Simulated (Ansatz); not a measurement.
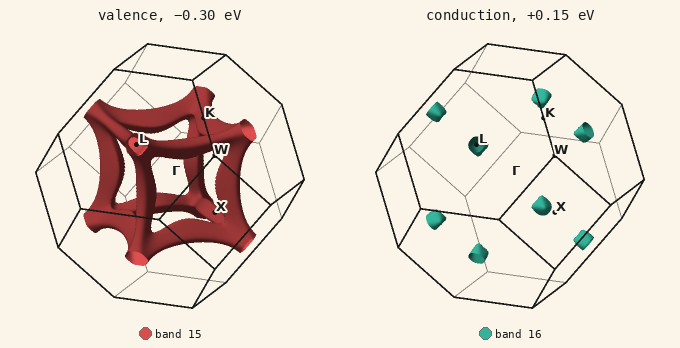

TePb (space group Fm-3m, No. 225): constant-energy surfaces at both band edges (energies from each edge).

Method: DFT PBE, scalar-relativistic, plane waves, PAW; levels and slopes on a dense k mesh at the converged density (Ansatz 0.2.0). No spin polarisation. k mesh for the levels: 32×32×32. Cell and positions as given, without relaxation.

Masses come from a second pass at points close to the extrema; at the energies drawn a band may no longer be parabolic.

Q: Is the gap direct or indirect, and how large does the calculation make it?

A: The gap is direct, 0.73 eV at this level of theory (semilocal functionals give gaps that are too small, and can reorder valleys that lie close).

Q: Give the valleys and their effective masses.

A: Valence band (extrema up to 0.30 eV from the edge): four equivalent maxima at L, principal masses 0.078, 0.078 and 0.46 mₑ; twelve equivalent maxima on the K–Γ line, 0.14 eV below the edge, principal masses 0.080, 0.19 and 3.43 mₑ. Band 15 forms the valence edge.
Conduction band (extrema up to 0.15 eV from the edge): four equivalent minima at L, principal masses 0.10, 0.10 and 0.30 mₑ. Band 16 forms the conduction edge.

Spin-orbit coupling, left out here, can change the gap, its kind, the place of the band edges and the masses, since the compound holds Te and Pb.

Time for the whole run: 45 s on 1 thread of AMD EPYC 7B13 (Zen 3) (shared host), peak memory 0.86 GiB.
